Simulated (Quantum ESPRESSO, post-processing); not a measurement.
# Thickness dependence of 1T-ZrSe2, part 4 of 7

Wanted: polarisability and band edges of 1T-ZrSe2, layer by layer.

Quantum ESPRESSO 7.5; plane-wave DFT, PBE, GBRV ultrasoft pseudopotentials.

So far. Step 3 (Self-consistent run, 1 layer: no field): The run needed 11 iterations to bring the estimated error under 1e-09 Ry; the largest force on any atom, held or free, is 0.09 eV/Å. Step 7 (Electrostatic potential, 1 layer): The slope in the vacuum is 0.100 eV/Å for an applied 0.10 V/Å, as it should be.

## (8) Bands along a path, 1 layer: no field

A bands run reads the converged density and follows the path given under K_POINTS.

File n1.f0.bands.in:

```
&control
  prefix = 'n1.f0.bands'
  outdir = './out'
  pseudo_dir = './pseudo'
  calculation = 'bands'
  tefield = .true.
  dipfield = .true.
/
&system
  ibrav = 0
  nat = 3
  ntyp = 2
  ecutwfc = 40
  ecutrho = 200
  occupations = 'smearing'
  smearing = 'fd'
  degauss = 0.004
  edir = 3
  emaxpos = 0.97
  eopreg = 0.04
  eamp = 0.0
  nbnd = 16
/
&electrons
  conv_thr = 1e-07
  mixing_beta = 0.4
  electron_maxstep = 120
  mixing_mode = 'local-TF'
/
ATOMIC_SPECIES
  Se  78.9710  se_pbe_v1.uspp.F.UPF
  Zr  91.2240  zr_pbe_v1.uspp.F.UPF
CELL_PARAMETERS angstrom
  3.76280452900000 0.00000000000000 0.00000000000000
  -1.88140226400000 3.25868431100000 0.00000000000000
  0.00000000000000 0.00000000000000 20.46334616600000
ATOMIC_POSITIONS crystal
  Se  0.666666666700 0.333333333300 0.422367502000
  Zr  0.000000000000 0.000000000000 0.500000000000
  Se  0.333333333300 0.666666666700 0.577632498000
K_POINTS crystal_b
4
  0.0000000000 0.0000000000 0.0000000000 12
  0.5000000000 0.0000000000 0.0000000000 12
  0.3333333333 0.3333333333 0.0000000000 12
  0.0000000000 0.0000000000 0.0000000000 1
```

Run with:

```console
$ cp -r out/n1.f0.save out/n1.f0.bands.save
$ cp out/n1.f0.xml out/n1.f0.bands.xml
$ OMP_NUM_THREADS=1 mpirun -n 4 pw.x -nk 4 -in n1.f0.bands.in > n1.f0.bands.out
```

The log of the run:

```text
[banner, memory and clock lines left out]
Program PWSCF v.7.5 starts

          URL

     Presently no symmetry can be used with electric field

     Atomic positions and unit cell read from directory:
     ./out/n1.f0.bands.save/

     G-vector sticks info

     bravais-lattice index     =            0
     lattice parameter (alat)  =       7.1107  a.u.
     unit-cell volume          =    1693.2738 (a.u.)^3
     number of atoms/cell      =            3
     number of atomic types    =            2
     number of electrons       =        24.00
     number of Kohn-Sham states=           16
     kinetic-energy cutoff     =      40.0000  Ry
     charge density cutoff     =     200.0000  Ry
     Exchange-correlation= SLA  PW   PBE  PBE
                           (   1   4   3   4   0   0   0)

     celldm(1)=   7.110670  celldm(2)=   0.000000  celldm(3)=   0.000000
     celldm(4)=   0.000000  celldm(5)=   0.000000  celldm(6)=   0.000000

     crystal axes: (cart. coord. in units of alat)
               a(1) = (   1.000000   0.000000   0.000000 )
               a(2) = (  -0.500000   0.866025   0.000000 )
               a(3) = (   0.000000   0.000000   5.438323 )

     reciprocal axes: (cart. coord. in units 2 pi/alat)
               b(1) = (  1.000000  0.577350 -0.000000 )
               b(2) = (  0.000000  1.154701  0.000000 )
               b(3) = (  0.000000 -0.000000  0.183880 )

     PseudoPot. # 1 for Se read from file:
     ./pseudo/se_pbe_v1.uspp.F.UPF
     Pseudo is Ultrasoft + core correction, Zval =  6.0
     Generated by new atomic code, or converted to UPF format
     Using radial grid of  877 points,  6 beta functions with:
                l(1) =   0
                l(2) =   0
                l(3) =   1
                l(4) =   1
                l(5) =   2
                l(6) =   2
     Q(r) pseudized with  8 coefficients,  rinner =    1.300   1.300   1.300
                                                       1.300   1.300

     PseudoPot. # 2 for Zr read from file:
     ./pseudo/zr_pbe_v1.uspp.F.UPF
     Pseudo is Ultrasoft + core correction, Zval = 12.0
     Generated by new atomic code, or converted to UPF format
     Using radial grid of  887 points,  6 beta functions with:
                l(1) =   0
                l(2) =   0
                l(3) =   1
                l(4) =   1
                l(5) =   2
                l(6) =   2
     Q(r) pseudized with  6 coefficients,  rinner =    1.200   1.200   1.200
                                                       1.200   1.200

     atomic species   valence    mass     pseudopotential
     Se                6.00    78.97100     Se( 1.00)
     Zr               12.00    91.22400     Zr( 1.00)

     No symmetry found

   Cartesian axes

     site n.     atom                  positions (alat units)
         1        Se     tau(   1) = (   0.5000000   0.2886751   2.2969709  )
         2        Zr     tau(   2) = (   0.0000000   0.0000000   2.7191615  )
         3        Se     tau(   3) = (   0.0000000   0.5773503   3.1413521  )

     number of k points=    37  Fermi-Dirac smearing, width (Ry)=  0.0040
                       cart. coord. in units 2pi/alat
        k(    1) = (   0.0000000   0.0000000   0.0000000), wk =   0.0540541
        k(    2) = (   0.0416667   0.0240563   0.0000000), wk =   0.0540541
        k(    3) = (   0.0833333   0.0481125   0.0000000), wk =   0.0540541
        k(    4) = (   0.1250000   0.0721688   0.0000000), wk =   0.0540541
        k(    5) = (   0.1666667   0.0962250   0.0000000), wk =   0.0540541
        k(    6) = (   0.2083333   0.1202813   0.0000000), wk =   0.0540541
        k(    7) = (   0.2500000   0.1443376   0.0000000), wk =   0.0540541
        k(    8) = (   0.2916667   0.1683938   0.0000000), wk =   0.0540541
        k(    9) = (   0.3333333   0.1924501   0.0000000), wk =   0.0540541
        k(   10) = (   0.3750000   0.2165064   0.0000000), wk =   0.0540541
        k(   11) = (   0.4166667   0.2405626   0.0000000), wk =   0.0540541
        k(   12) = (   0.4583333   0.2646189   0.0000000), wk =   0.0540541
        k(   13) = (   0.5000000   0.2886751   0.0000000), wk =   0.0540541
        k(   14) = (   0.4861111   0.3127314   0.0000000), wk =   0.0540541
        k(   15) = (   0.4722222   0.3367877   0.0000000), wk =   0.0540541
        k(   16) = (   0.4583333   0.3608439   0.0000000), wk =   0.0540541
        k(   17) = (   0.4444444   0.3849002   0.0000000), wk =   0.0540541
        k(   18) = (   0.4305556   0.4089564   0.0000000), wk =   0.0540541
        k(   19) = (   0.4166667   0.4330127   0.0000000), wk =   0.0540541
        k(   20) = (   0.4027778   0.4570690   0.0000000), wk =   0.0540541
        k(   21) = (   0.3888889   0.4811252   0.0000000), wk =   0.0540541
        k(   22) = (   0.3750000   0.5051815   0.0000000), wk =   0.0540541
        k(   23) = (   0.3611111   0.5292377   0.0000000), wk =   0.0540541
        k(   24) = (   0.3472222   0.5532940   0.0000000), wk =   0.0540541
        k(   25) = (   0.3333333   0.5773503   0.0000000), wk =   0.0540541
        k(   26) = (   0.3055556   0.5292377   0.0000000), wk =   0.0540541
        k(   27) = (   0.2777778   0.4811252   0.0000000), wk =   0.0540541
        k(   28) = (   0.2500000   0.4330127   0.0000000), wk =   0.0540541
        k(   29) = (   0.2222222   0.3849002   0.0000000), wk =   0.0540541
        k(   30) = (   0.1944444   0.3367877   0.0000000), wk =   0.0540541
        k(   31) = (   0.1666667   0.2886751   0.0000000), wk =   0.0540541
        k(   32) = (   0.1388889   0.2405626   0.0000000), wk =   0.0540541
        k(   33) = (   0.1111111   0.1924501   0.0000000), wk =   0.0540541
        k(   34) = (   0.0833333   0.1443376   0.0000000), wk =   0.0540541
        k(   35) = (   0.0555556   0.0962250   0.0000000), wk =   0.0540541
        k(   36) = (   0.0277778   0.0481125   0.0000000), wk =   0.0540541
        k(   37) = (   0.0000000   0.0000000   0.0000000), wk =   0.0540541

     Dense  grid:    80737 G-vectors     FFT dimensions: (  36,  36, 180)

     Smooth grid:    57977 G-vectors     FFT dimensions: (  30,  30, 160)

     The potential is recalculated from file :
     ./out/n1.f0.bands.save/charge-density

     negative rho (up, down):  6.264E-02 0.000E+00

     Adding external electric field

     Computed dipole along edir(3) :
        Dipole                0.0000 Ry au,          0.0001 Debye
        Dipole field          0.0000 Ry au,

        Potential amp.       -0.0000 Ry
        Total length         37.1233 bohr

     Starting wfcs are   21 randomized atomic wfcs

     Band Structure Calculation
     Davidson diagonalization with overlap

     ethr =  4.17E-10,  avg # of iterations = 45.9

     End of band structure calculation

          k = 0.0000 0.0000 0.0000 (  7235 PWs)   bands (ev):

   -51.0681 -29.1161 -28.9985 -28.9985 -14.6124 -13.7233  -5.7327  -4.1128
    -4.1128  -2.8127  -1.5933  -1.5933  -0.5022  -0.5022   0.0417   2.8782

          k = 0.0417 0.0241 0.0000 (  7199 PWs)   bands (ev):

   -51.0679 -29.1153 -29.0019 -28.9992 -14.5966 -13.7224  -5.7101  -4.1768
    -4.1038  -2.7522  -1.7745  -1.6740  -0.4585  -0.4154   0.0846   2.7373

          k = 0.0833 0.0481 0.0000 (  7227 PWs)   bands (ev):

   -51.0672 -29.1130 -29.0118 -29.0014 -14.5498 -13.7200  -5.6434  -4.3320
    -4.0785  -2.6129  -2.1917  -1.8589  -0.4300  -0.2131   0.2094   2.4429

          k = 0.1250 0.0722 0.0000 (  7237 PWs)   bands (ev):

   -51.0661 -29.1093 -29.0275 -29.0048 -14.4744 -13.7158  -5.5364  -4.5188
    -4.0414  -2.7003  -2.4680  -2.0723  -0.4707   0.0256   0.3742   2.1717

          k = 0.1667 0.0962 0.0000 (  7201 PWs)   bands (ev):

   -51.0648 -29.1046 -29.0479 -29.0092 -14.3746 -13.7098  -5.3978  -4.6978
    -4.0000  -3.2301  -2.3741  -2.2741  -0.5588   0.2571   0.5414   1.9963

          k = 0.2083 0.1203 0.0000 (  7216 PWs)   bands (ev):

   -51.0631 -29.0993 -29.0712 -29.0143 -14.2566 -13.7012  -5.2508  -4.8403
    -3.9647  -3.7375  -2.4431  -2.3655  -0.6747   0.4589   0.6979   1.9629

          k = 0.2500 0.1443 0.0000 (  7226 PWs)   bands (ev):

   -51.0614 -29.0998 -29.0900 -29.0198 -14.1291 -13.6880  -5.1797  -4.8898
    -4.1706  -3.9457  -2.5669  -2.4515  -0.7993   0.6221   0.8404   2.0842

          k = 0.2917 0.1684 0.0000 (  7234 PWs)   bands (ev):

   -51.0597 -29.1228 -29.0860 -29.0253 -14.0054 -13.6655  -5.2766  -4.8702
    -4.4058  -3.9493  -2.6416  -2.6142  -0.9145   0.7486   0.9729   2.3339

          k = 0.3333 0.1925 0.0000 (  7246 PWs)   bands (ev):

   -51.0581 -29.1458 -29.0805 -29.0304 -13.9041 -13.6248  -5.4908  -4.9257
    -4.3569  -3.9733  -2.8137  -2.6739  -1.0109   0.8464   1.0998   2.6671

          k = 0.3750 0.2165 0.0000 (  7250 PWs)   bands (ev):

   -51.0567 -29.1655 -29.0757 -29.0348 -13.8404 -13.5613  -5.7457  -4.9413
    -4.2403  -4.0081  -2.9967  -2.6779  -1.0875   0.9231   1.2189   3.0362

          k = 0.4167 0.2406 0.0000 (  7256 PWs)   bands (ev):

   -51.0556 -29.1807 -29.0720 -29.0382 -13.8089 -13.4913  -5.9627  -4.9048
    -4.1832  -4.0420  -3.1116  -2.6690  -1.1452   0.9813   1.3202   3.1128

          k = 0.4583 0.2646 0.0000 (  7254 PWs)   bands (ev):

   -51.0550 -29.1901 -29.0697 -29.0403 -13.7953 -13.4393  -6.1037  -4.8490
    -4.1995  -4.0659  -3.1487  -2.6591  -1.1825   1.0189   1.3894   3.1569

          k = 0.5000 0.2887 0.0000 (  7272 PWs)   bands (ev):

   -51.0547 -29.1934 -29.0689 -29.0410 -13.7916 -13.4204  -6.1524  -4.8204
    -4.2215  -4.0745  -3.1517  -2.6551  -1.1957   1.0320   1.4141   3.1722

          k = 0.4861 0.3127 0.0000 (  7254 PWs)   bands (ev):

   -51.0547 -29.1929 -29.0688 -29.0420 -13.7885 -13.4213  -6.1438  -4.8258
    -4.2175  -4.0743  -3.1511  -2.7071  -1.1539   1.0292   1.4054   3.1249

          k = 0.4722 0.3368 0.0000 (  7252 PWs)   bands (ev):

   -51.0546 -29.1914 -29.0686 -29.0448 -13.7795 -13.4240  -6.1183  -4.8417
    -4.2059  -4.0731  -3.1506  -2.8465  -1.0441   1.0220   1.3793   3.0149

          k = 0.4583 0.3608 0.0000 (  7246 PWs)   bands (ev):

   -51.0545 -29.1889 -29.0682 -29.0495 -13.7649 -13.4285  -6.0761  -4.8668
    -4.1878  -4.0689  -3.1537  -3.0413  -0.8957   1.0127   1.3367   2.8848

          k = 0.4444 0.3849 0.0000 (  7254 PWs)   bands (ev):

   -51.0544 -29.1855 -29.0677 -29.0557 -13.7453 -13.4347  -6.0177  -4.8992
    -4.1655  -4.0597  -3.2641  -3.1646  -0.7307   1.0040   1.2789   2.7575

          k = 0.4306 0.4090 0.0000 (  7254 PWs)   bands (ev):

   -51.0542 -29.1812 -29.0671 -29.0634 -13.7213 -13.4426  -5.9439  -4.9361
    -4.1447  -4.0438  -3.4938  -3.1874  -0.5615   0.9975   1.2079   2.6458

          k = 0.4167 0.4330 0.0000 (  7247 PWs)   bands (ev):

   -51.0540 -29.1761 -29.0723 -29.0665 -13.6939 -13.4521  -5.8556  -4.9745
    -4.1419  -4.0202  -3.7044  -3.2248  -0.3943   0.9923   1.1267   2.5594

          k = 0.4028 0.4571 0.0000 (  7257 PWs)   bands (ev):

   -51.0537 -29.1702 -29.0820 -29.0658 -13.6642 -13.4630  -5.7539  -5.0117
    -4.2056  -3.9887  -3.8415  -3.2776  -0.2325   0.9852   1.0393   2.5066

          k = 0.3889 0.4811 0.0000 (  7241 PWs)   bands (ev):

   -51.0535 -29.1636 -29.0923 -29.0652 -13.6337 -13.4752  -5.6401  -5.0448
    -4.3652  -3.9493  -3.8725  -3.3447  -0.0793   0.9510   0.9717   2.4933

          k = 0.3750 0.5052 0.0000 (  7269 PWs)   bands (ev):

   -51.0533 -29.1564 -29.1028 -29.0646 -13.6037 -13.4885  -5.5157  -5.0721
    -4.5616  -3.9026  -3.8542  -3.4232   0.0607   0.8700   0.9481   2.5221

          k = 0.3611 0.5292 0.0000 (  7263 PWs)   bands (ev):

   -51.0532 -29.1487 -29.1132 -29.0641 -13.5758 -13.5027  -5.3824  -5.0920
    -4.7564  -3.8502  -3.8240  -3.5081   0.1779   0.8086   0.9133   2.5910

          k = 0.3472 0.5533 0.0000 (  7257 PWs)   bands (ev):

   -51.0531 -29.1406 -29.1231 -29.0638 -13.5517 -13.5176  -5.2421  -5.1041
    -4.9361  -3.7976  -3.7953  -3.5897   0.2556   0.7861   0.8685   2.6938

          k = 0.3333 0.5774 0.0000 (  7257 PWs)   bands (ev):

   -51.0531 -29.1322 -29.1322 -29.0637 -13.5331 -13.5329  -5.1086  -5.1084
    -5.0828  -3.7747  -3.7745  -3.6335   0.2803   0.8164   0.8164   2.8215

          k = 0.3056 0.5292 0.0000 (  7273 PWs)   bands (ev):

   -51.0532 -29.1467 -29.1147 -29.0642 -13.5641 -13.5177  -5.3361  -5.0988
    -4.7969  -3.8887  -3.7737  -3.5165   0.2279   0.7006   0.9716   2.5641

          k = 0.2778 0.4811 0.0000 (  7265 PWs)   bands (ev):

   -51.0538 -29.1549 -29.0972 -29.0658 -13.5942 -13.5398  -5.4581  -5.0794
    -4.5067  -3.9817  -3.8406  -3.3277   0.1451   0.5802   1.1198   2.3672

          k = 0.2500 0.4330 0.0000 (  7233 PWs)   bands (ev):

   -51.0547 -29.1553 -29.0812 -29.0678 -13.6218 -13.6038  -5.4551  -5.0702
    -4.2586  -3.9764  -3.9617  -3.1118   0.0546   0.4611   1.2143   2.2369

          k = 0.2222 0.3849 0.0000 (  7213 PWs)   bands (ev):

   -51.0561 -29.1478 -29.0762 -29.0611 -13.7073 -13.6459  -5.3332  -5.0724
    -4.2338  -3.9574  -3.8586  -2.8814  -0.0492   0.3477   1.2727   2.1404

          k = 0.1944 0.3368 0.0000 (  7219 PWs)   bands (ev):

   -51.0578 -29.1327 -29.0810 -29.0472 -13.8419 -13.6661  -5.1239  -5.0644
    -4.4140  -3.8185  -3.6454  -2.6551  -0.1495   0.2463   1.2744   2.0912

          k = 0.1667 0.2887 0.0000 (  7199 PWs)   bands (ev):

   -51.0597 -29.1116 -29.0874 -29.0344 -13.9951 -13.6825  -5.0223  -4.9742
    -4.4784  -3.7175  -3.3628  -2.4614  -0.2213   0.1650   1.1670   2.1458

          k = 0.1389 0.2406 0.0000 (  7195 PWs)   bands (ev):

   -51.0618 -29.0944 -29.0865 -29.0234 -14.1529 -13.6955  -5.0937  -4.9316
    -4.2486  -3.6127  -3.0333  -2.3371  -0.2573   0.1022   0.9713   2.2900

          k = 0.1111 0.1925 0.0000 (  7217 PWs)   bands (ev):

   -51.0638 -29.1012 -29.0603 -29.0144 -14.3020 -13.7057  -5.2918  -4.7886
    -4.0625  -3.3391  -2.6787  -2.3116  -0.2694   0.0299   0.7400   2.1204

          k = 0.0833 0.1443 0.0000 (  7225 PWs)   bands (ev):

   -51.0655 -29.1072 -29.0359 -29.0074 -14.4306 -13.7134  -5.4735  -4.6002
    -4.0402  -2.8587  -2.4209  -2.2900  -0.2787  -0.0926   0.5011   2.1533

          k = 0.0556 0.0962 0.0000 (  7237 PWs)   bands (ev):

   -51.0669 -29.1120 -29.0160 -29.0024 -14.5293 -13.7189  -5.6142  -4.3872
    -4.0707  -2.5649  -2.3143  -1.9672  -0.3133  -0.2627   0.2719   2.3782

          k = 0.0278 0.0481 0.0000 (  7195 PWs)   bands (ev):

   -51.0678 -29.1151 -29.0030 -28.9995 -14.5913 -13.7222  -5.7026  -4.1963
    -4.1011  -2.7339  -1.8248  -1.7025  -0.4274  -0.4114   0.0996   2.6990

          k = 0.0000 0.0000 0.0000 (  7235 PWs)   bands (ev):

   -51.0681 -29.1161 -28.9985 -28.9985 -14.6124 -13.7233  -5.7327  -4.1128
    -4.1128  -2.8127  -1.5933  -1.5933  -0.5022  -0.5022   0.0417   2.8960

     XML data file, pseudopotentials, collected wavefunctions

                                        0.00s GPU  (     557 calls)
```

Wall time 50 s (4 MPI ranks of Arm Neoverse N1, shared host); peak memory 0.33 GiB; 3.3 min of CPU time.

This step gave:

| Property | Result |
| --- | --- |
| dipole along the normal | 2.08e-5 e·Å |
| valence top, on the run's zero | -1.593 eV |
| conduction bottom, on the run's zero | -1.196 eV |

Band numbers count within the set of bands kept for display. Electronic bands along the path, in eV, zero at the highest filled level of the SCF mesh; v1 is the highest filled band, c1 the lowest empty one:

| point | v4 | v3 | v2 | v1 | c1 | c2 | c3 | c4 |
| --- | --- | --- | --- | --- | --- | --- | --- | --- |
| Γ | -2.52 | -1.22 | 0.00 | 0.00 | 1.09 | 1.09 | 1.63 | 4.47 |
| M | -2.63 | -2.48 | -1.56 | -1.06 | 0.40 | 2.63 | 3.01 | 4.77 |
| K | -3.49 | -2.18 | -2.18 | -2.04 | 1.87 | 2.41 | 2.41 | 4.41 |
| Γ | -2.52 | -1.22 | 0.00 | 0.00 | 1.09 | 1.09 | 1.63 | 4.49 |

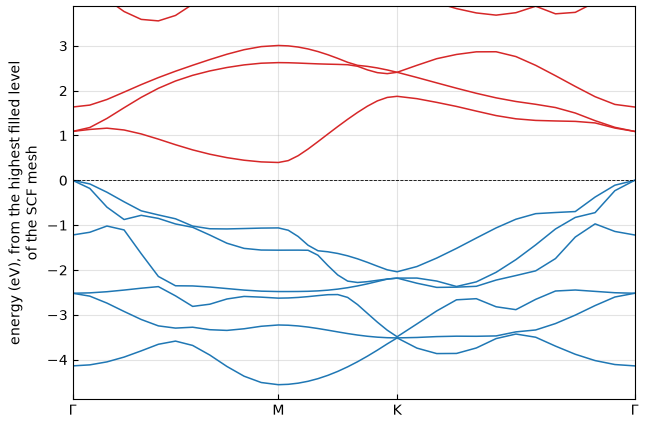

Electronic bands along the path; lines of filled and empty bands in two colours.

Along this path the valence top lies at Γ and the conduction bottom at M.

## (9) Polarisability from the dipole between 0 and 0.1 V/A, 1 layer

This step gave:

| Quantity | Value |
| --- | --- |
| change of slope in the vacuum | 0.10000 eV/Å |
| polarisability a cell | 5.118 Å³ |
| sheet polarisability 4πα/A | 5.245 Å |

The change of the potential energy, second field less first by z:

| z (Å) | change of the potential energy, second field less first (eV) |
| --- | --- |
| 0 | -0.380 |
| 1 | -0.661 |
| 2 | -0.561 |
| 3 | -0.461 |
| 4 | -0.361 |
| 5 | -0.261 |
| 6 | -0.162 |
| 7 | -0.0704 |
| 8 | -0.0164 |
| 9 | -0.00565 |
| 10 | -0.00197 |
| 11 | 0.00448 |
| 12 | 0.00897 |
| 13 | 0.0381 |
| 14 | 0.118 |
| 15 | 0.215 |
| 16 | 0.315 |
| 17 | 0.415 |
| 18 | 0.515 |
| 19 | 0.615 |
| 20 | 0.435 |

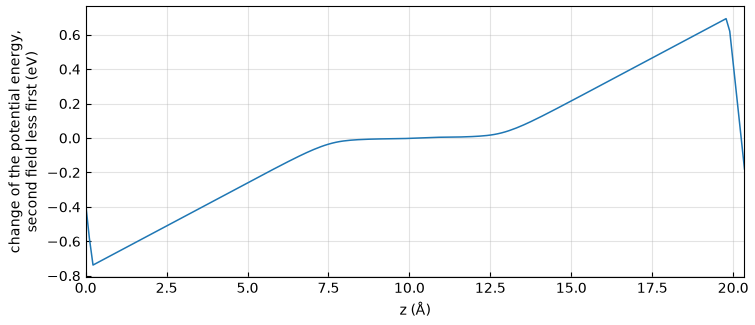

Change of the potential energy, second field less first, plotted against z.

(Continued in part 5 of 7.)

[Logs are printed without paths, hosts, clocks, repeated set-up lines and the standing remarks that a program may print on its own settings, such as how far it seeks lower states.]

[Hosts, paths, dates, database ids (printed as entryN), source tags and the programs' standing remarks are cut or masked in the printed files.]

[Maps of the electrostatic potential energy from Ansatz leave out the sawtooth potential of an applied field or a dipole correction, so their vacuum need not be flat; planar profiles and work functions include it.]
